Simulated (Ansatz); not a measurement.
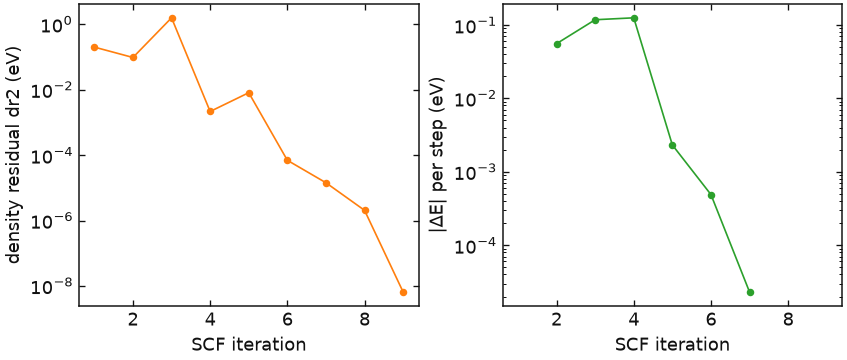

The plot shows the SCF iterations of a calculation: density residual dr2, step-to-step change of the Harris–Foulkes energy. Energy differences below 3 × 10⁻⁶ eV aren't drawn. The starting density is a sum of atomic densities corrected by a trained network.

Program: Ansatz.

```
crystal:
  lattice:
    - [4.6, 0.0, 0.0]
    - [-2.3, 3.9837168574, 0.0]
    - [0.0, 0.0, 2.82]
  atoms:
    - { symbol: Ti, position: [0.0, 0.0, 0.0] }
    - { symbol: Ti, position: [0.3333333333, 0.6666666667, 0.5] }
    - { symbol: Ti, position: [0.6666666667, 0.3333333333, 0.5] }
basis:
  ecutwfc: 500
kpoints:
  mp_grid: { grid: [6, 6, 6] }
hamiltonian:
  xc: r2scan
scf:
  occupations: { method: gaussian, width: 0.1 }
output:
  forces: true
  stress: true
  eigenvalues: true
```

Run as:
```bash
ansatz run input.yaml --threads 1 --pin off --max-ram 2560MiB --backend cpu --events-out ev --progress --plain --runs-dir out
```

Question: Did the calculation converge?

Answer: It converged, after 9 iterations. The residual falls unevenly and jumps up by a factor of two or more twice on the way down, most sharply at step 3 (by a factor of about 15).

Question: What is the residual at the start and at the end?

Answer: It starts near 0.2 and ends near 7 × 10⁻⁹ eV.
